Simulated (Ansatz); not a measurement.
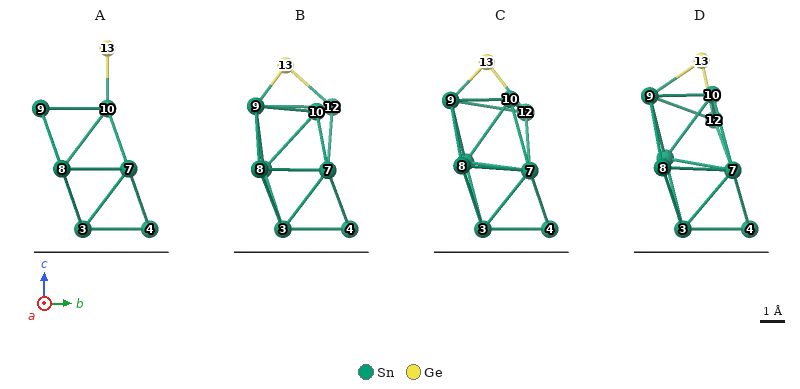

4 geometries from one constrained relaxation of a slab of composition Sn12Ge (cut from the I4/mmm phase), in shuffled order. The picture is a ball-and-stick view of the cell of the calculation, outlined in the plane, without the vacuum, seen along the a axis.

Case: Ge put at a top Sn site. The slab is the (1 0 1) face of Sn with Ge on it. 4 atoms are held fixed.

Computed with DFT PBE, scalar-relativistic, plane waves, PAW (Ansatz 0.2.0). (plane-wave cutoff 420 eV; k-point mesh 5 × 5 × 1; occupations gaussian; smearing width 0.1 eV; no spin polarisation; dipole correction; atoms relaxed in a fixed cell; force threshold 0.03 eV/Å; at most 70 steps)

### Put them in the order of the run, from the start to the converged end.

A, D, C, B. They are steps 0, 6, 10, 16, at +1.367 eV per cell of the calculation, +0.775 eV per cell of the calculation, +0.235 eV per cell of the calculation relative to the last. Over 15 accepted moves (16 points after the start) the energy falls by 1.367 eV per cell of the calculation. Largest force component: 0.25 eV/Å at the start, 0.026 eV/Å at the end. The line search rejected the trial step at point 14 of the run. The Ge atom moves most: 1.19 Å at 52° to the normal (−c side). By element the largest moves are Ge 1.19 Å, Sn 1.08 Å. The cell doesn't change. Near-neighbour distances that change, for instance: Ge–Sn 4.261 → 2.742 Å, Sn–Sn 3.276 → 4.146 Å, Sn–Sn 3.276 → 3.850 Å, Sn–Sn 3.375 → 3.704 Å. Bond angles that change, for instance: Sn–Sn–Ge 90.0° → 126.1°, Sn–Sn–Ge 143.0° → 121.4°, Sn–Sn–Sn 92.0° → 111.8°.

Limits of the set-up: the periodic images lie only 6.8 Å apart, so the values are limited by the cell's size.
